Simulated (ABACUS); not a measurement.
SiO$_{2}$: single-point calculation (part 1 of 2)

System: SiO$_{2}$ (12 atoms in the cell).
Method: Kohn-Sham DFT of a periodic cell, PBE, PseudoDojo NC SR 0.4.1 PBE standard, no spin polarisation (ABACUS 3.10.1).

The structure derives from a Materials Project entry. It belongs to a series of runs on one base structure; here: atoms moved at random by about 0.05 A.

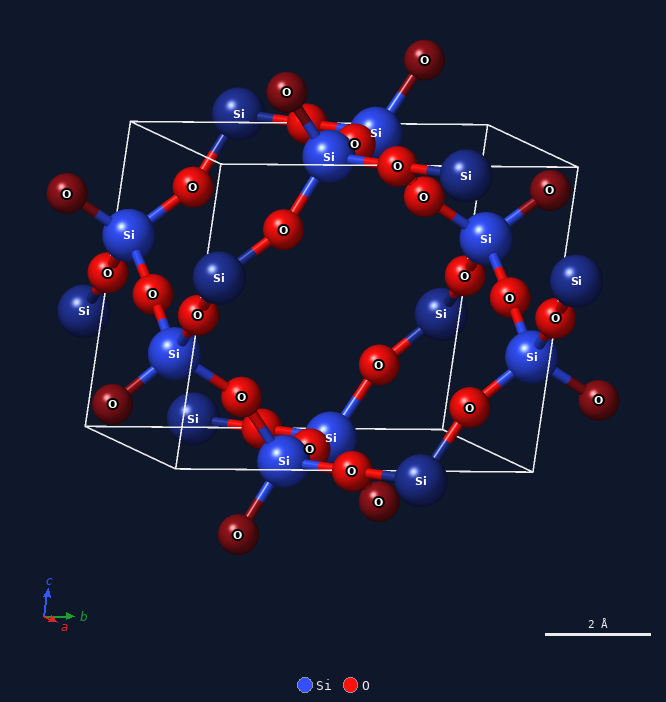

*The input geometry (ball-and-stick view of the cell of the calculation, set on other vectors, seen slightly off an axis; neighbours outside the cell are drawn fainter).*

Near neighbours in the crystal (not all of them lie inside the picture): Si has 4 O at 1.53 to 1.69 Å; O has 2 Si at 1.53 to 1.69 Å.

Key numbers:

- outcome: converged
- space group (tolerance 0.01 Å): P1 (1)
- electrons treated: 64
- free energy: −4076.0719 eV
- Fermi energy: 2.737 eV
- gap on the k-point mesh: 5.31 eV
- pressure: 4.46 GPa
- largest force (length of the vector): 3.921 eV/Å
- hardware: 4 threads of Intel Xeon (Granite Rapids), 64 GiB of memory available, shared host
- wall time: 8.3 min (CPU time 33 min)
- peak memory: 2.8 GiB

Input:
```
INPUT_PARAMETERS
suffix              SiO2
calculation         scf
basis_type          pw
pseudo_dir          ./
symmetry            1
dft_functional      pbe
ecutwfc             84
pseudo_rcut         7
nspin               1
nbands              39
ks_solver           dav
smearing_method     fd
smearing_sigma      0.00367493
scf_thr             1e-08
scf_nmax            100
mixing_type         broyden
mixing_beta         0.7
cal_force           1
cal_stress          1
kpar                4
```

File STRU:
```
ATOMIC_SPECIES
Si 28.0850 Si.upf
O 15.9990 O.upf

LATTICE_CONSTANT
1.8897261246

LATTICE_VECTORS
-4.4720405200 4.4720405200 2.6117703500
4.4720405200 -4.4720405200 2.6117703500
4.4720405200 4.4720405200 -2.6117703500

ATOMIC_POSITIONS
Direct

Si
0.0
4
0.8243330000 0.8292860000 0.6461970000 1 1 1
0.1695900000 0.8223620000 -0.0033930000 1 1 1
0.8266850000 0.1862520000 0.0059840000 1 1 1
0.1696330000 0.1738080000 0.3494310000 1 1 1

O
0.0
8
0.0066960000 0.7970840000 0.7908490000 1 1 1
0.2077780000 0.0071020000 0.2123220000 1 1 1
0.7933450000 -0.0047570000 0.7910620000 1 1 1
0.0066750000 0.2108910000 0.2091550000 1 1 1
-0.0004200000 -0.0003530000 0.4958600000 1 1 1
0.4958030000 0.0008330000 0.0027850000 1 1 1
-0.0023460000 0.4936580000 -0.0003190000 1 1 1
0.4981390000 0.4977890000 0.4979250000 1 1 1
```

File KPT:
```
K_POINTS
0
Gamma
6 6 6 0 0 0
```

Launch command:
```bash
OMP_NUM_THREADS=1 mpirun -np 4 abacus > log
```

Output:
```
ABACUS v3.10.1

               Atomic-orbital Based Ab-initio Computation at UStc

 ------------------------------------------------------------------------------------

 READING GENERAL INFORMATION
                           global_out_dir = OUT.SiO2/
                           global_in_card = INPUT
                               pseudo_dir = ./
                              orbital_dir =
                                    DSIZE = 4
                                    GSIZE = 1

 READING UNITCELL INFORMATION
                                    ntype = 2
                  lattice constant (Bohr) = 1.88973
              lattice constant (Angstrom) = 1

 READING ATOM TYPE 1
                               atom label = Si
                      L=0, number of zeta = 1
                      L=1, number of zeta = 1
                      L=2, number of zeta = 1
             number of atom for this type = 4

 READING ATOM TYPE 2
                               atom label = O
                      L=0, number of zeta = 1
                      L=1, number of zeta = 1
                      L=2, number of zeta = 1
             number of atom for this type = 8

                        TOTAL ATOM NUMBER = 12
DIRECT COORDINATES
    atom                   x                   y                   z     mag                  vx                  vy                  vz
taud_Si1            0.8243330000        0.8292860000        0.6461970000  0.0000        0.0000000000        0.0000000000        0.0000000000
taud_Si2            0.1695900000        0.8223620000        0.9966070000  0.0000        0.0000000000        0.0000000000        0.0000000000
taud_Si3            0.8266850000        0.1862520000        0.0059840000  0.0000        0.0000000000        0.0000000000        0.0000000000
taud_Si4            0.1696330000        0.1738080000        0.3494310000  0.0000        0.0000000000        0.0000000000        0.0000000000
taud_O1            0.0066960000        0.7970840000        0.7908490000  0.0000        0.0000000000        0.0000000000        0.0000000000
taud_O2            0.2077780000        0.0071020000        0.2123220000  0.0000        0.0000000000        0.0000000000        0.0000000000
taud_O3            0.7933450000        0.9952430000        0.7910620000  0.0000        0.0000000000        0.0000000000        0.0000000000
taud_O4            0.0066750000        0.2108910000        0.2091550000  0.0000        0.0000000000        0.0000000000        0.0000000000
taud_O5            0.9995800000        0.9996470000        0.4958600000  0.0000        0.0000000000        0.0000000000        0.0000000000
taud_O6            0.4958030000        0.0008330000        0.0027850000  0.0000        0.0000000000        0.0000000000        0.0000000000
taud_O7            0.9976540000        0.4936580000        0.9996810000  0.0000        0.0000000000        0.0000000000        0.0000000000
taud_O8            0.4981390000        0.4977890000        0.4979250000  0.0000        0.0000000000        0.0000000000        0.0000000000

                          Volume (Bohr^3) = 1409.95
                             Volume (A^3) = 208.932

 Lattice vectors: (Cartesian coordinate: in unit of a_0)
             -4.47204            +4.47204            +2.61177
             +4.47204            -4.47204            +2.61177
             +4.47204            +4.47204            -2.61177
 Reciprocal vectors: (Cartesian coordinate: in unit of 2 pi/a_0)
                   +0           +0.111806           +0.191441
            +0.111806                  +0           +0.191441
            +0.111806           +0.111806                  +0
 The esolver type has been set to : ksdft_pw

                PAO radial cut off (Bohr) = 7

 Read in pseudopotential file is Si.upf
                     pseudopotential type = NC
          exchange-correlation functional = PBE
                 nonlocal core correction = 1
                        valence electrons = 4
                                     lmax = 2
                           number of zeta = 2
                     number of projectors = 6
                           L of projector = 0
                           L of projector = 0
                           L of projector = 1
                           L of projector = 1
                           L of projector = 2
                           L of projector = 2
                PAO radial cut off (Bohr) = 7

 Read in pseudopotential file is O.upf
                     pseudopotential type = NC
          exchange-correlation functional = PBE
                 nonlocal core correction = 1
                        valence electrons = 6
                                     lmax = 2
                           number of zeta = 2
                     number of projectors = 5
                           L of projector = 0
                           L of projector = 0
                           L of projector = 1
                           L of projector = 1
                           L of projector = 2
     initial pseudo atomic orbital number = 48

 SETUP THE ELECTRONS NUMBER
            electron number of element Si = 4
      total electron number of element Si = 16
             electron number of element O = 6
       total electron number of element O = 48
            AUTOSET number of electrons:  = 64
                           occupied bands = 32
                                   NBANDS = 39
                                   NLOCAL = 108

 SETUP THE PLANE WAVE BASIS
 energy cutoff for charge/potential (unit:Ry) = 336
            fft grid for charge/potential = [ 75, 75, 75 ]
                        fft grid division = [ 1, 1, 1 ]
        big fft grid for charge/potential = [ 75, 75, 75 ]
                                     nbxx = 421875
                                     nrxx = 421875

 SETUP PLANE WAVES FOR CHARGE/POTENTIAL
                    number of plane waves = 146669
                         number of sticks = 3149

 PARALLEL PW FOR CHARGE/POTENTIAL
     PROC   COLUMNS(POT)             PW
        1           3149         146669
 --------------- sum -------------------
        1           3149         146669
                            number of |g| = 7510
                                  max |g| = 30.3911
                                  min |g| = 0

----------- Double Check Mixing Parameters Begin ------------
mixing_type: broyden
mixing_beta: 0.7
mixing_gg0: 1
mixing_gg0_min: 0.1
mixing_ndim: 8
----------- Double Check Mixing Parameters End ------------

 LATTICE VECTORS: (CARTESIAN COORDINATE: IN UNIT OF A0)
             -4.47204            +4.47204            +2.61177
             +4.47204            -4.47204            +2.61177
             +4.47204            +4.47204            -2.61177
                       right hand lattice = 1
                                   NORM_A = 6.84249
                                   NORM_B = 6.84249
                                   NORM_C = 6.84249
                           ALPHA (DEGREE) = 98.3775
                           BETA  (DEGREE) = 98.3775
                           GAMMA (DEGREE) = 135.122

 The lattice vectors have been changed (STRU_SIMPLE.cif)

(for optimal symmetric configuration:)
                             BRAVAIS TYPE = 6
                     BRAVAIS LATTICE NAME = 06. Tetrogonal I (body-centered)
                                    ibrav = 6
                                    IBRAV = 6
                                  BRAVAIS = BODY CENTERED TETROGONAL CELL
                       LATTICE CONSTANT A = 8.94408
                                C/A RATIO = 0.584022
Original cell was already a primitive cell.
                        ROTATION MATRICES = 16
              PURE POINT GROUP OPERATIONS = 1
                   SPACE GROUP OPERATIONS = 1
                              POINT GROUP = C_1
               POINT GROUP IN SPACE GROUP = C_1

 SETUP K-POINTS
                                    nspin = 1
                   Input type of k points = Monkhorst-Pack(Gamma)
                                   nkstot = 216
                       right hand lattice = 1
(for reciprocal lattice: )
                             BRAVAIS TYPE = 6
                     BRAVAIS LATTICE NAME = 06. Tetrogonal I (body-centered)
                                    ibrav = 6
                       right hand lattice = 1
(for k-lattice: )
                             BRAVAIS TYPE = 6
                     BRAVAIS LATTICE NAME = 06. Tetrogonal I (body-centered)
                                    ibrav = 6
                       right hand lattice = 1
                        ROTATION MATRICES = 16
                               nkstot_ibz = 112
K-POINTS REDUCTION ACCORDING TO SYMMETRY
     IBZ    DIRECT_X    DIRECT_Y    DIRECT_Z  WEIGHT  ibz2bz
       1  0.00000000  0.00000000  0.00000000  0.0046       0
       2  0.16666667  0.00000000  0.00000000  0.0093       1
       3  0.33333333  0.00000000  0.00000000  0.0093       2
       4  0.50000000  0.00000000  0.00000000  0.0046       3
       5  0.00000000  0.16666667  0.00000000  0.0093       6
       6  0.16666667  0.16666667  0.00000000  0.0093       7
       7  0.33333333  0.16666667  0.00000000  0.0093       8
       8  0.50000000  0.16666667  0.00000000  0.0093       9
       9  0.33333333 -0.16666667  0.00000000  0.0093      10
      10 -0.16666667  0.16666667  0.00000000  0.0093      11
      11  0.00000000  0.33333333  0.00000000  0.0093      12
      12  0.16666667  0.33333333  0.00000000  0.0093      13
      13  0.33333333  0.33333333  0.00000000  0.0093      14
      14  0.50000000  0.33333333  0.00000000  0.0093      15
      15 -0.33333333  0.33333333  0.00000000  0.0093      16
      16 -0.16666667  0.33333333  0.00000000  0.0093      17
      17  0.00000000  0.50000000  0.00000000  0.0046      18
      18  0.16666667  0.50000000  0.00000000  0.0093      19
      19  0.33333333  0.50000000  0.00000000  0.0093      20
      20  0.50000000  0.50000000  0.00000000  0.0046      21
      21  0.00000000  0.00000000  0.16666667  0.0093      36
      22  0.16666667  0.00000000  0.16666667  0.0093      37
      23  0.33333333  0.00000000  0.16666667  0.0093      38
      24  0.50000000  0.00000000  0.16666667  0.0093      39
      25  0.33333333  0.00000000 -0.16666667  0.0093      40
      26 -0.16666667  0.00000000  0.16666667  0.0093      41
      27  0.00000000  0.16666667  0.16666667  0.0093      42
      28  0.16666667  0.16666667  0.16666667  0.0093      43
      29  0.33333333  0.16666667  0.16666667  0.0093      44
      30  0.50000000  0.16666667  0.16666667  0.0093      45
[... 82 further k points ...]

                               nkstot now = 112
[... K-POINTS DIRECT COORDINATES: 112 rows ...]

           k-point number in this process = 28
       minimum distributed K point number = 28
[... stars of the k points ...]

[... K-POINTS CARTESIAN COORDINATES: 28 rows ...]

[... K-POINTS DIRECT COORDINATES: 28 rows ...]

 SETUP PLANE WAVES FOR WAVE FUNCTIONS
     energy cutoff for wavefunc (unit:Ry) = 84
              fft grid for wave functions = [ 75, 75, 75 ]
                    number of plane waves = 22819
                         number of sticks = 915

 PARALLEL PW FOR WAVE FUNCTIONS
     PROC   COLUMNS(POT)             PW
        1            915          22819
 --------------- sum -------------------
        1            915          22819

 SETUP NONLOCAL PSEUDOPOTENTIALS IN PLANE WAVE BASIS
 Si non-local projectors:
 projector 1 L=0
 projector 2 L=0
 projector 3 L=1
 projector 4 L=1
 projector 5 L=2
 projector 6 L=2
 O non-local projectors:
 projector 1 L=0
 projector 2 L=0
 projector 3 L=1
 projector 4 L=1
 projector 5 L=2
      TOTAL NUMBER OF NONLOCAL PROJECTORS = 176

 Init Non-Local PseudoPotential table :
 Init Non-Local-Pseudopotential done.

                                     npwx = 18347

 Make real space PAO into reciprocal space.
       max mesh points in Pseudopotential = 701
     dq(describe PAO in reciprocal space) = 0.01
                                    max q = 1104

 number of pseudo atomic orbitals for Si is 2
WARNING: norm of atomic wavefunction # 1 of atomic type Si is 0.999875, renormalized
WARNING: norm of atomic wavefunction # 2 of atomic type Si is 0.996128, renormalized

 number of pseudo atomic orbitals for O is 2
WARNING: norm of atomic wavefunction # 2 of atomic type O is 0.999977, renormalized

 -------------------------------------------
 SELF-CONSISTENT
 -------------------------------------------

                                 init_chg = atomic

 PW ALGORITHM --------------- ION=   1  ELEC=   1--------------------------------

 Density error is 3.08527388094
                          Error Threshold = 0.01
----------------------------------------------------------
     Energy           Rydberg                 eV
----------------------------------------------------------
 E_KohnSham     -298.5321651231      -4061.7384819512
 E_Harris       -272.5967045330      -3708.8684376713
 E_Fermi        0.0959187196         1.3050411315
----------------------------------------------------------

 PW ALGORITHM --------------- ION=   1  ELEC=   2--------------------------------

 Density error is 0.978357324684
                          Error Threshold = 0.00482074043897
----------------------------------------------------------
     Energy           Rydberg                 eV
----------------------------------------------------------
 E_KohnSham     -299.3806224259      -4073.2823357789
 E_Harris       -311.4645054179      -4237.6919984354
 E_Fermi        0.2153614762         2.9301432065
----------------------------------------------------------

 PW ALGORITHM --------------- ION=   1  ELEC=   3--------------------------------

 Density error is 0.0202998983976
                          Error Threshold = 0.00152868331982
----------------------------------------------------------
     Energy           Rydberg                 eV
----------------------------------------------------------
 E_KohnSham     -299.5814212423      -4076.0143438339
 E_Harris       -297.5140127175      -4047.8858078030
 E_Fermi        0.1835807257         2.4977439127
----------------------------------------------------------

 PW ALGORITHM --------------- ION=   1  ELEC=   4--------------------------------

 Density error is 0.00166774235057
                          Error Threshold = 3.17185912462e-05
----------------------------------------------------------
     Energy           Rydberg                 eV
----------------------------------------------------------
 E_KohnSham     -299.5852231524      -4076.0660714735
 E_Harris       -299.4059744311      -4073.6272675058
 E_Fermi        0.1990180956         2.7077801059
----------------------------------------------------------

 PW ALGORITHM --------------- ION=   1  ELEC=   5--------------------------------

 Density error is 0.000224113497076
                          Error Threshold = 2.60584742277e-06
```
